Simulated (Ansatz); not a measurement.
Structure data:

```cif
data_structure
_symmetry_space_group_name_H-M 'P 1'
_symmetry_Int_Tables_number 1
_cell_length_a 4.7782
_cell_length_b 4.7782
_cell_length_c 3.7001
_cell_angle_alpha 90.000
_cell_angle_beta 90.000
_cell_angle_gamma 120.000
_cell_volume 73.16
loop_
_atom_site_label
_atom_site_type_symbol
_atom_site_fract_x
_atom_site_fract_y
_atom_site_fract_z
_atom_site_occupancy
Co1 Co 0.00000 0.50000 0.00000 1
Co2 Co 0.50000 0.50000 0.00000 1
Co3 Co 0.50000 0.00000 0.00000 1
Si1 Si 0.66667 0.33333 0.50000 1
Si2 Si 0.33333 0.66667 0.50000 1
Si3 Si 0.00000 0.00000 0.00000 1
```

Characterise the structure given above.

Answer. Chemical formula CoSi. Space group P6/mmm (No. 191), lattice primitive hexagonal. Cell content 3 Co, 3 Si; Z = 3. Co bonds to six Si and four Co (2.31 to 2.39 Å to Si, 2.39 Å to Co). About every Si there are six Co at 2.31 to 2.39 Å. The bonds build a three-dimensional framework.

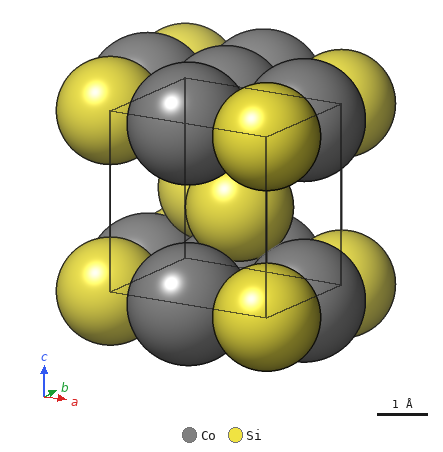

A space-filling rendering, viewed slightly off an axis. The frame is the conventional unit cell; atoms at its boundary are shown with their periodic copies. Colours: cobalt grey, silicon yellow.

The cell started as a structure listed in the Materials Project, with elements exchanged, so it need not be a known form of the compound. Relaxation method: Ansatz, DFT PBEsol, scalar-relativistic, plane waves, PAW.
